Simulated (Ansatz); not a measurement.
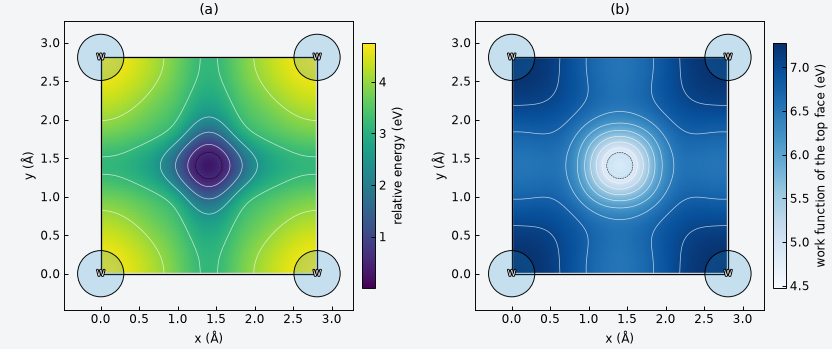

C on a W(100) slab cut from the Fm-3m phase, its upper half relaxed before the scan (3 atoms of substrate and one adsorbate in a 1 × 1 cell). C is moved over the surface cell; relaxed at each place: the height of the adsorbate's atoms; substrate rigid; the origin of the map has the adsorbate above W3. Places are given modulo a cell vector. The map is drawn in real space over the plane of the surface. The grid has 6 × 6 points; 10 points were computed and 26 follow by symmetry. Energies: eV, counted from the lowest grid point. With one adsorbate in each 1 × 1 cell, its nearest image is 2.8 Å away, so neighbouring adsorbates interact. The calculation used DFT LDA, scalar-relativistic, plane waves, PAW (Ansatz 0.2.0). Settings: cutoff 420 eV, k-mesh 9×9×1, gaussian smearing 0.1 eV, no spin polarisation.

Panel (a) is the energy and panel (b) the computed work function of the top face on the same grid.

Drawn: a smooth colour map with a few white contour lines, labelled circles for the atoms of the top layer and small ones for the second layer, the outline of one cell of the plane. Between grid points the surface is interpolated.

### How does the work function of the top face vary over the map, and what is it at the lowest grid point?

It runs from 4.47 eV at a fourfold hollow over a second-layer W atom, (3/6, 3/6) of the cell vectors to 7.28 eV at the top site over a surface W atom, (0/6, 0/6) of the cell vectors. At the lowest grid point, a fourfold hollow over a second-layer W atom, (3/6, 3/6) of the cell vectors, it is 4.47 eV.

PAW datasets: the set soft_1.
